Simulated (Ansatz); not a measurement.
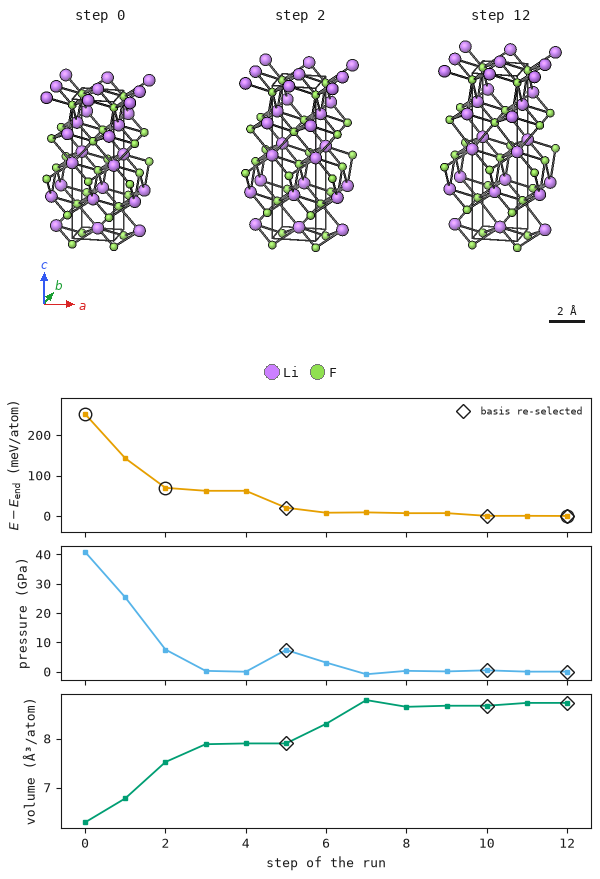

Frames of a relaxation of solid LiF (a generated structure, set up in I4_1md) (coarse preliminary run), marked on the history of the run. The picture is a ball-and-stick view of the conventional cell (2 times the calculation's cell), seen slightly off an axis. Lengths and directions refer to the drawn axes.

Theory: DFT PBE, scalar-relativistic, plane waves, PAW in Ansatz 0.2.0.

Input
```yaml
crystal:
  lattice:
    - [-1.22941121, 1.22941121, 4.16013077]
    - [1.22941121, -1.22941121, 4.16013077]
    - [1.22941121, 1.22941121, -4.16013077]
  atoms:
    - { symbol: Li, position: [0.542, 0.542, 0.0] }
    - { symbol: Li, position: [0.292, 0.792, 0.5] }
    - { symbol: F, position: [0.958, 0.958, 0.0] }
    - { symbol: F, position: [0.708, 0.208, 0.5] }
basis:
  ecutwfc: 420
kpoints:
  mp_grid: { grid: [10, 10, 10] }
hamiltonian:
  xc: pbe
scf:
  occupations: { method: gaussian, width: 0.1 }
  lower_state_search: "off"
output:
  forces: true
  stress: true
  eigenvalues: true
relax:
  adjacent_minimum: "off"
  f_tol: 0.04
  max_steps: 70
  cell: { stress_tol: 0.4 }
```

Run as
```bash
ansatz run input.yaml --threads 1 --pin off --max-ram 2560MiB --backend cpu --events-out ev --progress --plain --runs-dir out
```

Q: Describe the path.

A: The largest moves relative to the cell, 0.018 Å, are those of Li1, Li2, F3 and F4. Li1 goes along −c. By element the largest moves are Li 0.018 Å, F 0.018 Å. Cell: a = b 2.459 → 2.659 Å (+8.1 %), c 8.320 → 9.877 Å (+18.7 %). Volume +38.8 %. Some distances before and after: Li1–Li2 2.416 → 2.805 Å, Li1–F4 1.849 → 2.139 Å, Li1–Li1 2.459 → 2.659 Å, Li1–F3 1.874 → 2.041 Å. Among the angles between lasting bonds that change: F4–Li1–F4 83.3° → 76.9°, Li1–F4–Li1 83.3° → 76.9°, Li1–F4–Li2 80.9° → 84.3°. The space group stays I4_1md (No. 109). Over 9 accepted moves (12 points after the start) the energy falls by 252 meV per atom. The largest force component goes from 0.079 to 0.0011 eV/Å. Pressure: 40.86 GPa at the start and 0.04 GPa at the end. At 3 points the geometry stayed and the basis and grid were re-selected for the new cell (energy shift of 41.8 meV per atom at most each time). From step 0 to 2: volume +19.6 %, energy −182 meV per atom. From step 2 to 12: Li and F atoms move most (0.03 Å), volume +16.1 %, energy −69.6 meV per atom.

| step | E − E(0), meV/atom | largest force component, eV/Å | pressure, GPa | volume, Å³/atom | note |
| --- | --- | --- | --- | --- | --- |
| 0 | 0.00 | 0.0794 | 40.86 | 6.288 |  |
| 1 | -109.49 | 0.0436 | 25.35 | 6.779 |  |
| 2 | -182.48 | 0.0453 | 7.56 | 7.522 |  |
| 3 | -189.86 | 0.0438 | 0.29 | 7.885 |  |
| 4 | -189.87 | 0.0379 | 0.00 | 7.901 |  |
| 5 | -231.63 | 0.0368 | 7.44 | 7.901 | same geometry, new basis |
| 6 | -244.08 | 0.0240 | 3.11 | 8.302 |  |
| 7 | -243.22 | 0.0033 | -0.86 | 8.787 |  |
| 8 | -245.22 | 0.0184 | 0.30 | 8.650 |  |
| 9 | -245.11 | 0.0093 | 0.10 | 8.672 |  |
| 10 | -251.85 | 0.0095 | 0.47 | 8.672 | same geometry, new basis |
| 11 | -251.77 | 0.0011 | 0.02 | 8.730 |  |
| 12 | -252.05 | 0.0011 | 0.04 | 8.730 | same geometry, new basis |
